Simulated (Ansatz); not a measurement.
```
CELL_PARAMETERS angstrom
1.96910 -1.96910 0.00000
1.96910 1.96910 0.00000
0.00000 0.00000 3.99910
ATOMIC_POSITIONS crystal
W 0.00000 0.00000 0.00000
W 0.50000 0.50000 0.50000
```

Space group I4/mmm; changed on purpose from its base cell (strain -0.030 along x and y, -0.015 along z, atoms carried along); computed pressure about 9 GPa in this cell.

Theory: DFT PBEsol, scalar-relativistic, plane waves, PAW in Ansatz.

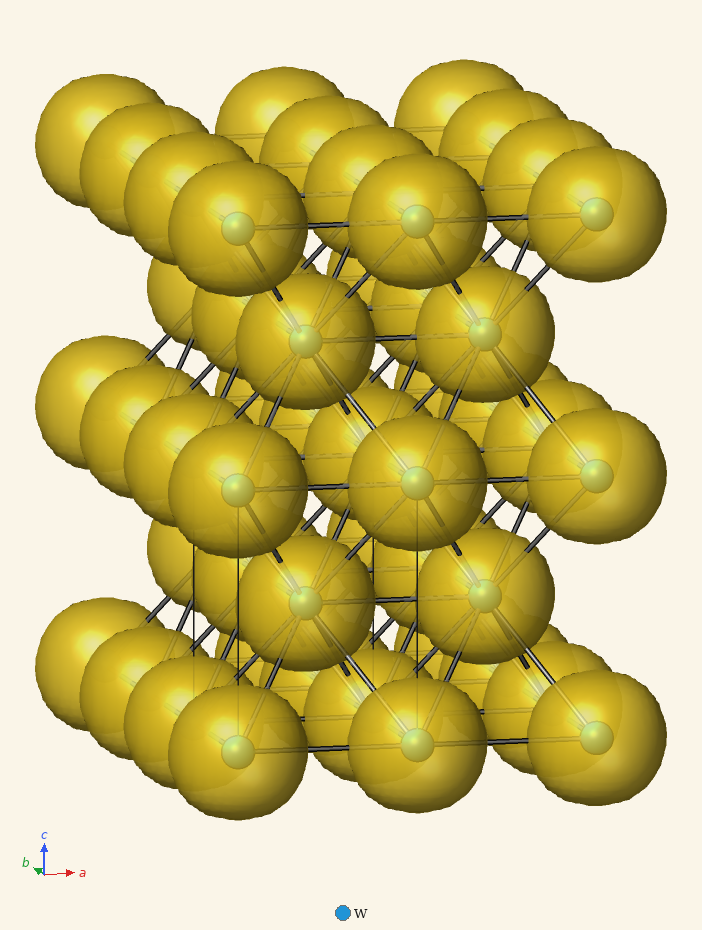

W. Isosurface of the valence electron density at 0.6 e/Å³ (yellow), seen slightly off an axis. Sticks mark near contacts.

In a PAW calculation such maps are meaningful between the atoms, not at the nuclei.

**How is the density connected at this value?**

At this value the density breaks into separate islands; it holds about 70 % of the electrons treated as valence (semicore included). It bridges none of the near contacts. It is pinched off along the sampled W–W (2.78 Å) contacts. On the grid the lowest density along these lines, outside the cores, is 0.39 e/Å³ (W–W, 2.78 Å).
